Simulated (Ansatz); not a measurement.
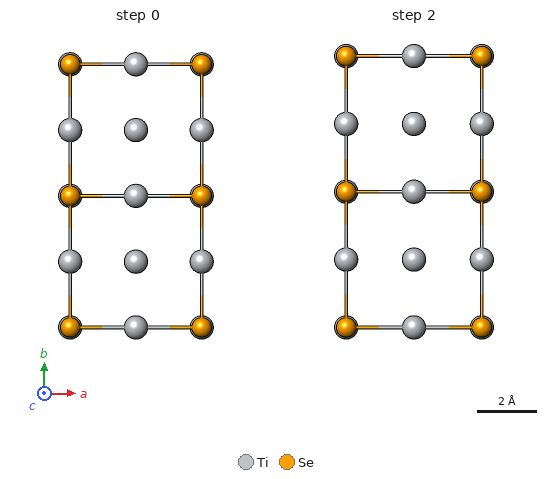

The structure of solid Ti₄Se (a generated structure, set up in Pm-3m) (coarse preliminary run) before (left) and after (right) a relaxation, at one scale.

A ball-and-stick model of the cell of the calculation, repeated 1 × 2 × 1 with one cell outlined, seen along the c axis.

All numbers below come from Ansatz 0.2.0, DFT PBE, scalar-relativistic, plane waves, PAW. Set-up: plane-wave cutoff 420 eV; k-point mesh 4 × 4 × 4; occupations gaussian; smearing width 0.1 eV; collinear spin; cell and atoms relaxed; force threshold 0.04 eV/Å; at most 70 steps.

Question: Describe what moved and what it gained.

Answer: After 1 accepted move (2 points after the start) the energy has fallen by 55.9 meV per atom. All forces vanish by symmetry, so only the cell relaxes. Pressure: 11.21 GPa at the start and −0.24 GPa at the end. At 1 point the geometry stayed and the basis and grid were re-selected for the new cell (energy shift of 0.2 meV per atom at most each time). The atoms keep their places relative to the cell (all moves are under 0.005 Å). Cell: a = b = c 4.513 → 4.654 Å (+3.1 %). Volume +9.7 %. Near-neighbour distances that change, for instance: Ti–Ti 3.191 → 3.291 Å, Se–Ti 2.256 → 2.327 Å. The space group stays Pm-3m (No. 221). The program noted that the starting moments weren't kept.
